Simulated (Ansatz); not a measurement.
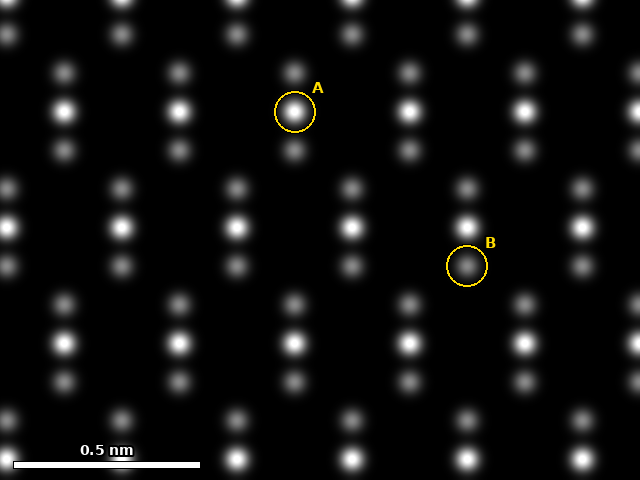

Z-contrast image of Bi (P6_3/mmc, No. 194) along [201]. Simulation: incoherent imaging, intensity Z^1.7 per atom, probe width 0.50 Å, thin sample. Atomic positions: a calculation's starting geometry; the starting structure was generated, so it need not be a known form of this composition.

```cif
data_structure
_symmetry_space_group_name_H-M 'P6_3/mmc'
_symmetry_Int_Tables_number 194
_cell_length_a 3.6081
_cell_length_b 3.6081
_cell_length_c 12.2057
_cell_angle_alpha 90.000
_cell_angle_beta 90.000
_cell_angle_gamma 120.000
_cell_volume 137.61
loop_
_atom_site_label
_atom_site_type_symbol
_atom_site_symmetry_multiplicity
_atom_site_Wyckoff_symbol
_atom_site_fract_x
_atom_site_fract_y
_atom_site_fract_z
_atom_site_occupancy
Bi1 Bi 2 a 0.00000 0.00000 0.00000 1
Bi2 Bi 2 c 0.33333 0.66667 0.25000 1
```

Q: Name the elements in each circled column.

A: Bi (2 Bi per 14.18 Å along the beam; the brightest kind). B: Bi (1 Bi per 14.18 Å along the beam; about 50 % of the brightest peak). Brightness is counted from the darkest point of the image.
